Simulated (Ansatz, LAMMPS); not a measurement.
## Atom list for Glassy 46SiO2-16Al2O3-16BaO-16Li2O-5Sc2O3 (mol %) (121 atoms)

The starting structure: 121 atoms (17 Si, 12 Al, 6 Ba, 12 Li, 4 Sc, 70 O) placed at random at 3.16 g/cm³, melted at 4000 K for 10 ps at fixed volume with the Morse and Coulomb pair potential with partial charges (Pedone, Malavasi, Menziani, Cormack and Segre, J. Phys. Chem. B 110, 11780 (2006)). Quenched from 4000 K to 300 K at 300 K/ps and fixed volume, held 10 ps at zero pressure, then minimised at fixed cell.

This is the frame at 70 fs of a trajectory (instantaneous temperature 292 K). Method: Kohn-Sham DFT, PBE, PAW (set soft_2), plane waves (Ansatz 0.2.0); cutoff 420 eV, Γ point, fixed occupations; density 3.21 g/cm³.

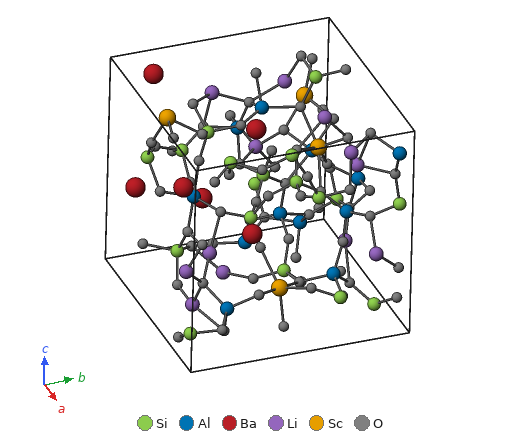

The structure (silicon green, aluminium blue, barium red, lithium purple, scandium orange, oxygen grey). Bonds to atoms that aren't drawn are left out. Some periodic images of atoms are drawn too.

Extended XYZ; positions in Å, forces in eV/Å:

```xyz
121
Lattice="11.589 0.000 0.000 0.000 11.589 0.000 0.000 0.000 11.589" Properties=species:S:1:pos:R:3:forces:R:3 pbc="T T T"
Si 2.099 3.075 6.814 2.246 -1.143 0.823
Si 8.736 10.826 0.194 1.257 -0.957 2.139
Si 4.620 9.070 11.274 0.165 -3.224 -0.614
Si 0.034 7.856 2.790 -0.228 1.987 -1.917
Si 4.253 6.562 5.935 -0.089 0.433 -0.266
Si 7.960 6.823 7.561 2.286 0.138 -0.577
Si 10.007 2.469 10.675 1.237 1.630 0.136
Si 11.233 0.062 2.020 0.215 -1.750 -0.757
Si 6.329 6.957 1.530 -1.274 0.478 0.147
Si 11.037 6.807 8.401 -1.024 0.539 -1.419
Si 11.227 5.234 11.251 0.244 -1.953 0.409
Si 10.353 11.396 6.752 1.459 -0.922 0.344
Si 3.728 0.589 7.829 -1.492 1.640 -2.517
Si 4.446 2.008 2.570 1.280 -0.831 -0.242
Si 4.818 3.327 9.348 -1.241 -0.563 -0.008
Si 3.779 10.714 3.457 0.288 1.442 0.281
Si 6.850 4.907 5.274 -0.599 3.200 2.305
Al 5.674 11.052 5.646 -0.417 -0.261 -1.179
Al 2.276 6.494 0.966 -0.605 0.636 -1.264
Al 8.195 9.454 5.484 0.351 1.534 1.135
Al 8.632 8.665 2.300 1.503 -0.008 -1.204
Al 2.008 9.504 1.370 -0.830 0.099 -1.261
Al 10.839 11.132 9.979 0.616 1.109 0.174
Al 3.823 7.689 3.242 1.615 0.975 0.604
Al 9.942 2.512 2.241 0.134 -0.555 0.646
Al 2.138 5.986 7.560 -0.417 -0.787 -1.824
Al 4.957 2.607 5.868 -1.251 0.258 0.263
Al 4.136 6.448 9.759 0.695 0.092 -0.073
Al 3.350 9.495 6.263 -0.667 -0.373 -0.663
Ba 7.419 4.843 10.677 0.722 -0.416 0.012
Ba 1.886 1.544 11.387 -0.057 0.185 -0.075
Ba 1.567 4.449 3.496 0.386 -0.029 0.572
Ba 9.957 3.745 6.305 0.002 0.367 0.247
Ba 1.245 1.000 4.610 0.402 -0.075 0.395
Ba 7.521 1.002 8.149 -0.362 0.032 0.672
Li 7.327 8.513 10.594 -0.325 0.249 -0.252
Li 4.293 4.545 0.749 0.322 0.232 0.085
Li 7.187 2.622 3.865 -0.481 0.008 0.121
Li 9.266 0.556 4.376 -0.178 -0.270 -0.358
Li 1.014 7.439 5.560 0.326 0.450 0.114
Li 7.730 1.556 1.427 -0.233 -0.085 -0.221
Li 2.067 4.613 9.815 0.325 -0.430 0.076
Li 11.217 9.864 4.662 -0.248 -0.007 0.326
Li 2.294 8.379 9.857 0.417 -0.368 0.192
Li 10.955 8.503 10.616 0.049 0.251 0.030
Li 9.085 9.597 8.632 -0.358 -0.207 0.054
Li 6.587 10.072 2.782 0.390 -0.159 -0.283
Sc 9.526 5.453 2.631 -0.349 1.444 0.245
Sc 1.054 9.957 8.032 0.253 -0.302 -2.287
Sc 5.661 0.810 11.146 0.468 -0.890 -0.677
Sc 6.019 8.748 8.082 -0.757 -0.719 0.394
O 2.951 10.767 7.596 0.169 -1.546 -0.373
O 7.332 7.065 8.998 -0.598 0.509 0.788
O 7.911 9.831 1.153 -0.142 -0.757 0.470
O 11.218 6.092 9.850 -0.194 0.451 0.929
O 4.596 6.847 7.461 0.593 0.801 0.956
O 7.967 5.004 4.156 0.849 -0.084 -0.877
O 9.816 1.154 6.113 -0.706 1.108 0.084
O 2.509 6.425 9.156 -0.643 1.108 0.634
O 11.182 8.387 8.623 -0.165 0.889 0.871
O 9.098 2.780 9.419 -1.187 0.167 -0.710
O 10.563 3.940 3.101 -0.431 -1.053 0.094
O 7.143 9.839 9.055 0.743 0.642 0.210
O 7.751 0.307 11.251 -1.979 2.243 -1.163
O 4.520 0.456 9.137 1.702 0.209 2.929
O 0.393 11.226 6.585 -0.505 -0.415 -0.041
O 2.372 1.534 7.498 0.115 0.744 0.315
O 3.007 8.932 0.011 -0.731 0.186 -0.139
O 4.686 8.287 9.758 -0.417 0.249 -0.040
O 9.780 10.073 5.987 0.186 -0.559 0.141
O 3.389 3.080 10.212 1.208 0.172 -0.128
O 0.682 8.634 3.968 1.312 0.481 1.518
O 5.819 8.100 0.380 0.574 0.035 -0.731
O 11.025 1.233 10.385 -0.100 -0.942 0.757
O 10.967 11.174 3.480 -0.484 -0.036 1.902
O 1.062 5.269 0.441 0.991 0.874 0.365
O 4.842 0.855 6.433 0.156 -1.332 0.181
O 5.326 10.756 3.838 1.365 -0.211 0.942
O 3.484 0.562 2.721 -0.530 0.593 -0.633
O 10.137 11.203 8.394 -1.136 -0.018 -1.415
O 0.731 3.121 6.001 -1.256 -0.052 -1.097
O 9.678 10.023 10.712 -0.155 -0.909 -0.593
O 3.450 3.172 2.055 -0.071 -0.331 -0.354
O 7.534 5.523 6.769 -0.963 -1.786 -1.977
O 5.164 2.246 4.019 0.213 -0.445 -0.895
O 0.954 10.918 1.325 0.726 -0.380 -0.082
O 1.133 7.960 1.460 -0.167 -0.727 -0.592
O 8.254 9.282 3.816 -1.088 -0.156 -0.111
O 3.564 6.321 11.445 0.375 -0.728 0.320
O 2.028 8.512 6.875 -0.523 0.182 0.825
O 3.279 3.072 5.656 -1.164 0.515 -0.740
O 11.145 6.481 3.322 -0.676 -3.615 0.890
O 2.777 5.906 5.849 -1.365 -0.896 0.559
O 11.219 3.669 10.715 0.047 0.023 0.093
O 9.925 11.549 1.102 -1.111 -0.392 -0.876
O 5.139 4.949 9.601 -0.052 0.254 -0.121
O 3.913 7.886 4.987 -0.019 1.122 -0.339
O 2.066 4.192 7.947 -0.020 1.091 0.468
O 6.502 3.431 5.689 1.076 -1.878 0.392
O 9.317 2.639 0.592 -0.508 0.076 -0.770
O 5.128 9.605 6.461 -0.391 0.368 0.550
O 3.298 9.451 2.542 0.764 -0.900 0.697
O 4.767 2.917 7.752 0.902 0.498 1.145
O 9.572 6.439 7.738 -0.084 -0.016 0.600
O 11.527 1.634 2.088 0.774 1.773 -0.146
O 8.569 1.748 3.084 0.735 0.561 -0.101
O 0.386 6.299 7.216 1.057 -0.773 -0.508
O 6.116 2.508 10.124 -0.778 0.963 -0.615
O 10.352 8.490 2.032 -1.107 0.645 -0.515
O 5.472 7.518 2.747 -0.223 0.929 1.344
O 5.660 1.575 1.386 -1.323 0.626 1.130
O 7.361 11.003 5.912 0.122 0.038 -0.244
O 2.972 10.639 4.827 -0.432 -0.507 1.375
O 2.888 6.477 2.568 -0.785 -1.417 0.326
O 4.947 10.540 0.007 0.851 2.745 0.128
O 7.811 8.206 6.653 -0.697 -0.744 0.738
O 5.429 5.752 5.192 1.067 -0.876 -1.081
O 6.046 5.446 1.201 0.151 -1.429 -1.081
O 7.954 7.134 1.750 0.096 -0.184 0.220
O 0.810 10.418 9.918 0.764 -0.385 0.585
O 10.035 5.516 0.681 -0.945 0.488 -0.388
```

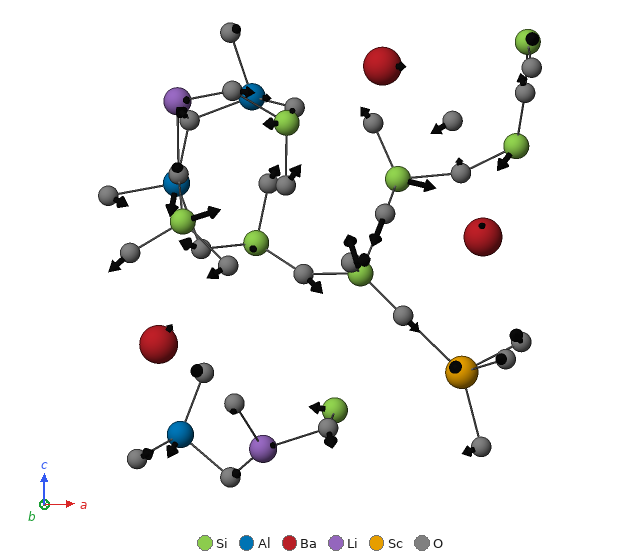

The forces as arrows, the longest 3.99 eV/Å. Drawn is a slice 4 Å thick, seen along the normal of the ac plane.

The quench rate of 300 K/ps is many orders above laboratory rates, so the cell is likely richer in defects and strain than a real sample. The network of bonds at the start is that of the classical potential that made the cell. Only the Γ point is sampled, in a cell whose shortest periodic width is 12 Å.

The r.m.s. force component is 0.900 eV/Å; the longest force, 3.99 eV/Å, acts on Si17. The energy lies 0.9 meV/atom below that of the first step of this run.

[Logs are printed without paths, hosts, clocks, repeated set-up lines and the standing remarks that a program may print on its own settings, such as how far it seeks lower states.]

[Hosts, paths, dates, database ids (printed as entryN), source tags and the programs' standing remarks are cut or masked in the printed files.]
